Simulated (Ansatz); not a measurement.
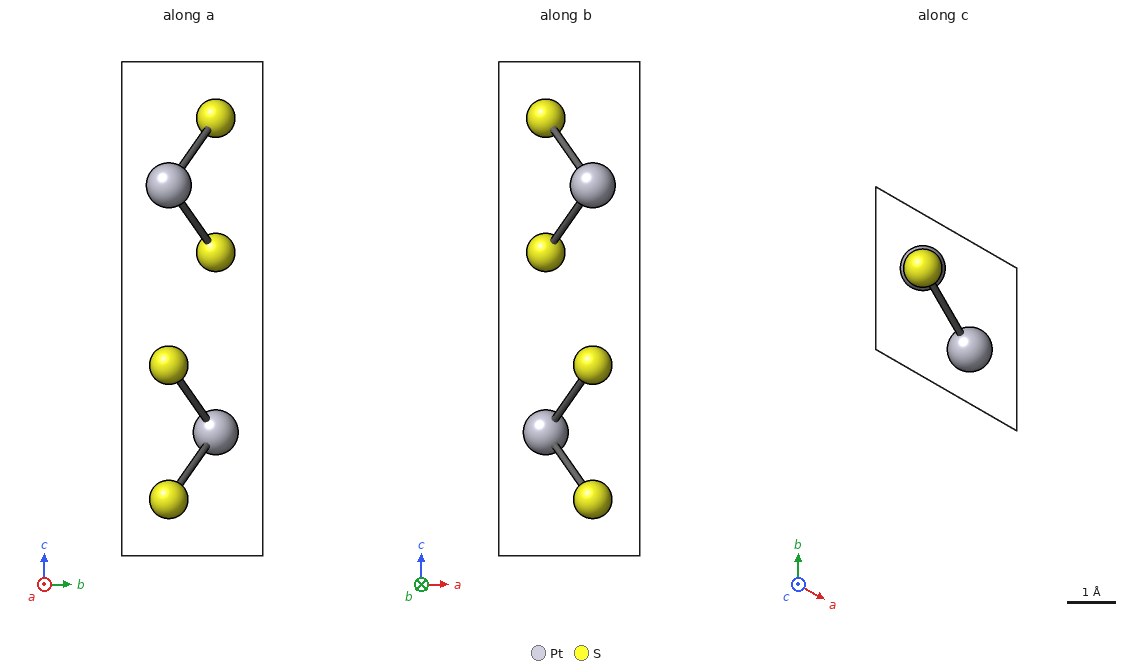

A ball-and-stick rendering, viewed along the a axis, along the b axis and along the c axis. The parallelepiped is the conventional unit cell.

Lattice parameters: a = 3.4236 Å, b = 3.4236 Å, c = 10.3983 Å, α = 90.000°, β = 90.000°, γ = 120.000°.

Q: Set out the cell and atoms as a CIF with its space group and independent sites, with free fractional coordinates to two decimals.

A:
```cif
data_structure
_symmetry_space_group_name_H-M 'P 63/m m c'
_symmetry_Int_Tables_number 194
_cell_length_a 3.4236
_cell_length_b 3.4236
_cell_length_c 10.3983
_cell_angle_alpha 90.000
_cell_angle_beta 90.000
_cell_angle_gamma 120.000
_cell_volume 105.55
loop_
_atom_site_label
_atom_site_type_symbol
_atom_site_symmetry_multiplicity
_atom_site_Wyckoff_symbol
_atom_site_fract_x
_atom_site_fract_y
_atom_site_fract_z
_atom_site_occupancy
Pt1 Pt 2 c 0.3333 0.6667 0.25 1
S1 S 4 f 0.6667 0.3333 0.39 1
```

It goes back to a structure type filled with these elements by a generator (whether the compound takes this form wasn't checked). It is drawn as it came out of a relaxation with DFT, PBEsol, plane waves, PAW (Ansatz 0.2.0).
